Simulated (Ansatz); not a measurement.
## Hg (I-42d): the states at the Fermi level

Input file:

```yaml
crystal:
  lattice:
    - [-3.227143, 3.227143, 3.344697]
    - [3.227143, -3.227143, 3.344697]
    - [3.227143, 3.227143, -3.344697]
  atoms:
    - { symbol: Hg, position: [0.875, 0.329267, 0.954267] }
    - { symbol: Hg, position: [0.375, 0.920733, 0.045733] }
    - { symbol: Hg, position: [0.670733, 0.625, 0.545733] }
    - { symbol: Hg, position: [0.079267, 0.125, 0.454267] }
basis:
  ecutwfc: 420
kpoints:
  mp_grid: { grid: [10, 10, 10] }
hamiltonian:
  xc: pbe
scf:
  occupations: { method: gaussian, width: 0.05 }
output:
  forces: true
  eigenvalues: true
  eigenstates:
    nscf_kmesh: { grid: [14, 14, 14] }
    top_band: c12
    de_dk: true
    localisation: false
  stress: true
checkpoint:
  write: ck
  compress: false
  write_wavefunctions: false
  write_every: 100000
magnetization:
  noncollinear: true
  spin_orbit: true
```

Run with:

```sh
ansatz run input.yaml --threads 1 --pin off --max-ram 3072MiB --backend cpu --events-out ev --progress --plain --runs-dir out
```

Level of theory: DFT PBE, spin-orbit coupling, plane waves, PAW; levels and slopes on a dense k mesh at the converged density (Ansatz 0.2.0). Non-magnetic. The levels come from a k mesh of 14×14×14 points. The geometry was not relaxed. The cell comes from a database of computed structures, not from a measurement.

### 1. The sheets

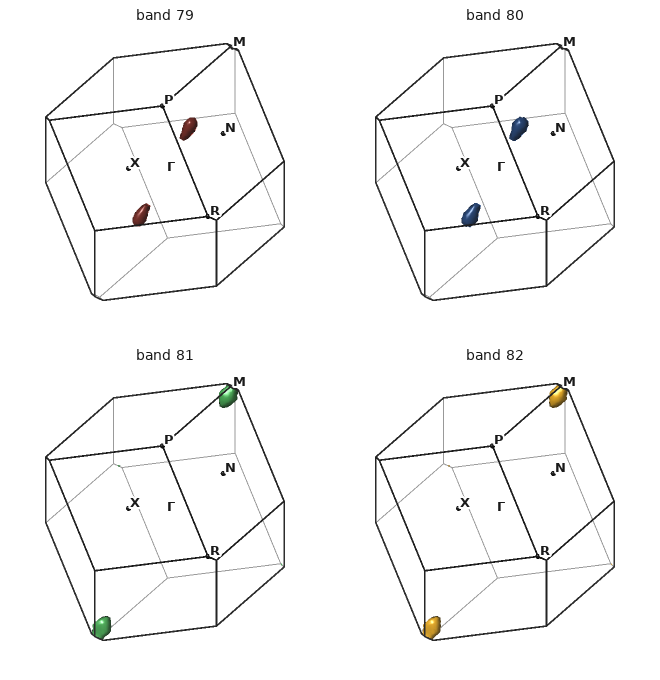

Fermi surface of this crystal. Each panel holds one band. The brighter face of a sheet looks towards empty states.

> Describe the Fermi surface sheet by sheet.

Four bands cross the Fermi level; this is a semimetal: only small electron and hole pockets. Two further bands (band 83 and band 84) only graze it, and are left out of the picture of the sheets.

Band 79: two hole pockets on the Γ–M line, no more than about three mesh steps wide (each 0.05 % of the zone), only 30 meV deep.
Band 80: two hole pockets on the Γ–M line, no more than about three mesh steps wide (each 0.07 % of the zone), only 30 meV deep.
Band 81: one electron pocket centred at M, no more than about three mesh steps wide (0.11 % of the zone), only 40 meV deep.
Band 82: one electron pocket centred at M, no more than about three mesh steps wide (0.11 % of the zone), only 40 meV deep.
A pocket cut by a face of the zone is counted once with the part on the opposite face.
The shape of the surface of all these bands changes its kind within 0.04 eV of this level, so small parts may appear, vanish, join or separate.

### 2. Spin texture

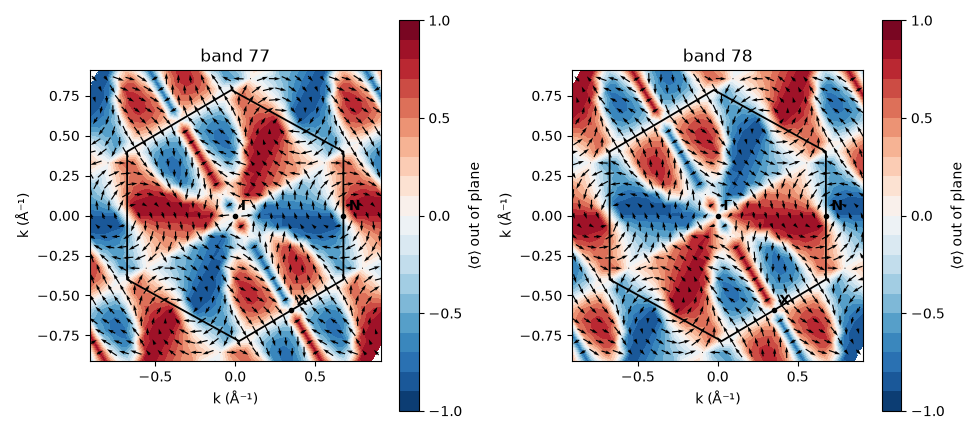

Spin texture of this crystal in the plane k₃ = 0, seen along b₁ × b₂: arrows give the in-plane part of ⟨σ⟩, colours the part out of the plane.

This part used a mesh of 18×18×1 points.

> How is the spin locked to momentum in these bands?

Band 77 (filled): the spin expectation value has a mean length of 1.0, partly in and partly out of the plane; near Γ it winds anticlockwise, at right angles to k (Rashba-like). Band 78 (filled): the spin expectation value has a mean length of 1.0, partly in and partly out of the plane; near Γ it winds clockwise, at right angles to k (Rashba-like).

> Why are these bands spin-split?

The structure has no inversion centre, so spin-orbit coupling splits the pair at general k (symmetry can keep it degenerate on some lines and at time-reversal-invariant points), and the spin at −k is opposite to that at k. Bands 77 and 78 lie up to 0.02 eV apart in this plane.

### 3. Speeds

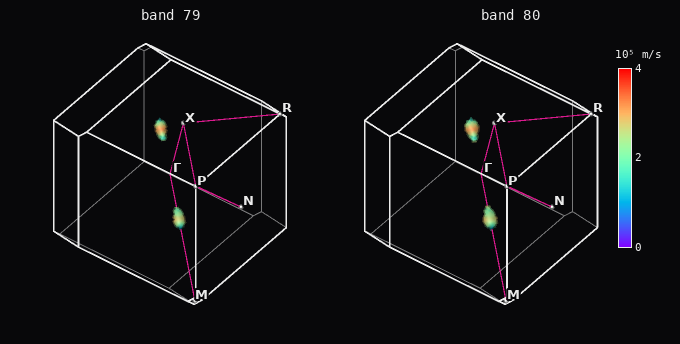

Fermi surface of this crystal (the two sheets of greatest area among four bands), coloured by the Fermi speed.

> How fast are the electrons on each sheet?

Band 79: 1.6 to 3.2 × 10⁵ m/s over most of the sheet, 2.8 × 10⁵ m/s on average over states. Band 80: 1.6 to 3.3 × 10⁵ m/s over most of the sheet, 2.8 × 10⁵ m/s on average over states.

### 4. Cuts and bands

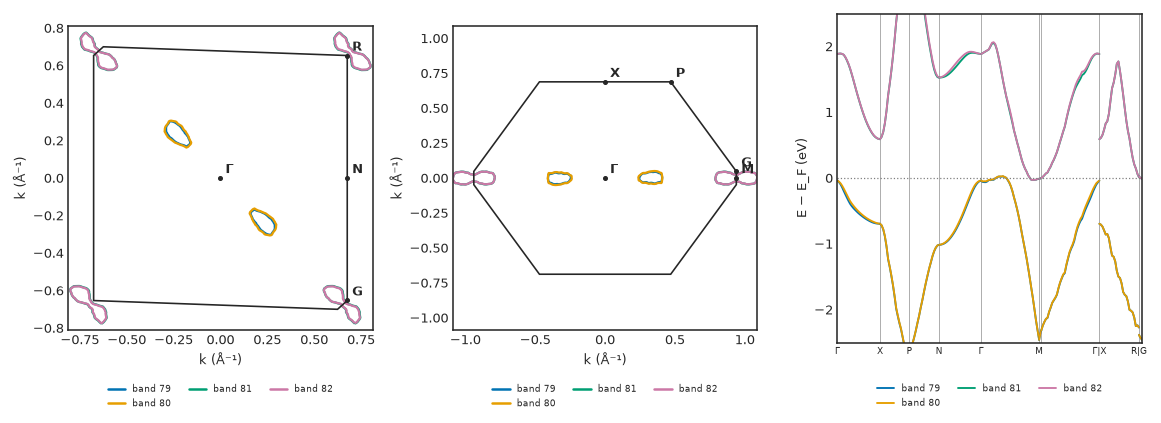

This crystal: cuts through the Fermi surface in the plane through Γ, N and R and the plane through Γ, M and X, and the bands that cross the Fermi level.

> Give each band's level at the labelled points, in eV from the Fermi level.

| band | Γ | M | X | N |
| --- | --- | --- | --- | --- |
| band 79 | −0.04 | −2.46 | −0.69 | −1.01 |
| band 80 | −0.04 | −2.46 | −0.69 | −1.01 |
| band 81 | +1.88 | −0.01 | +0.59 | +1.53 |
| band 82 | +1.88 | −0.01 | +0.59 | +1.53 |

Negative values are filled states.

### 5. Nesting

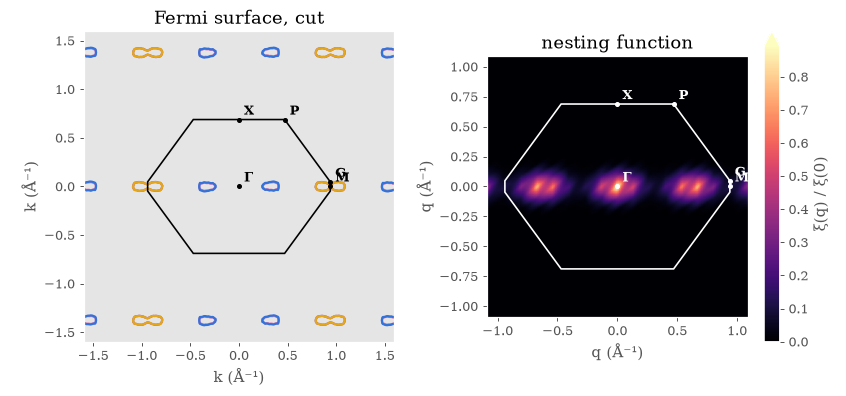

This crystal: a cut of the Fermi surface and the nesting function ξ(q) = Σ δ(ε_k) δ(ε_k+q) over all sheets (each δ a Gaussian as wide as the level changes between mesh points, at least 0.03 eV; heights depend on it), both in the plane through Γ, M and X.

> Where does the nesting function have its highest maximum apart from q = 0?

The highest maximum lies on the Γ–M line, at q = (0.36, 0.36, −0.36) in units of the primitive reciprocal vectors. It reaches 0.81 of the value at q = 0, against a mean of 0.01. A peak of ξ alone doesn't prove an instability there.

Semilocal functionals overstate band overlaps, so a small overlap like this can be a small gap in truth. Band 79 and band 80 end within 0.03 eV of the Fermi level, so pockets and density of states there aren't settled. Necks and pockets thinner than about two mesh steps aren't resolved, so separate pockets may in truth be joined.

Cost: 22 min on 1 thread of Arm Neoverse V1, with other jobs on the host, peak memory 2.5 GiB.
